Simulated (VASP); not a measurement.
Ga₁₇N₁₅ (cell with a defect)

Input file:

```
ALGO = Fast
EDIFF = 1E-7
ENCUT = 520
GGA = PE
ISIF = 2
ISMEAR = 0
LASPH = True
LCHARG = True
LELF = True
LREAL = Auto
LVHAR = True
LWAVE = False
NBANDS = 170
NELM = 100
PREC = Accurate
SIGMA = 0.01
```

Command:

```sh
cat potpaw_PBE.64/Ga_d/POTCAR potpaw_PBE.64/N/POTCAR > POTCAR
mpirun -np 1 vasp_std > vasp.out
```

Computed pressure about 9 GPa in this cell.

These are results of VASP 6.6.1, Kohn-Sham DFT of a periodic cell, PBE, VASP PAW PBE potentials, recommended, not measurements.

Q: What will maps of the valence pseudo-density and electron localisation function show?

A: Ga–N (1.94 Å): the density is about 0.76 e/Å³ at the midpoint; the ELF peaks at about 0.85 in the valence shell of N, 0.6 Å from its nucleus, and is about 0.55 at the midpoint.

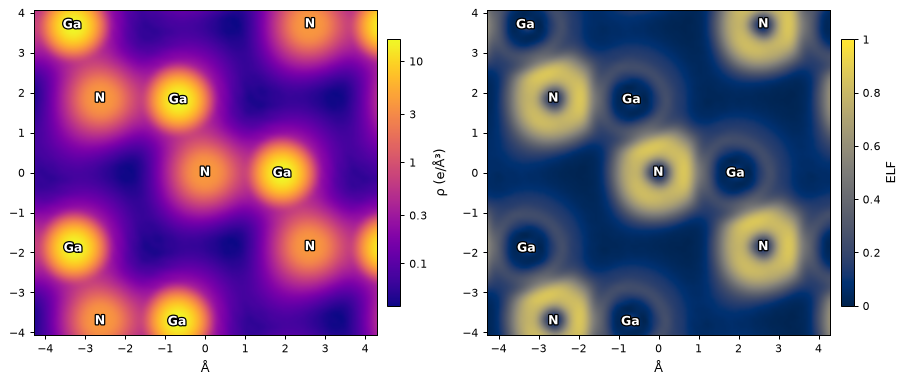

Computed valence pseudo-density and electron localisation function on the (100) plane of the calculation cell, in this order. 

In a PAW calculation such maps are meaningful between the atoms, not at the nuclei.
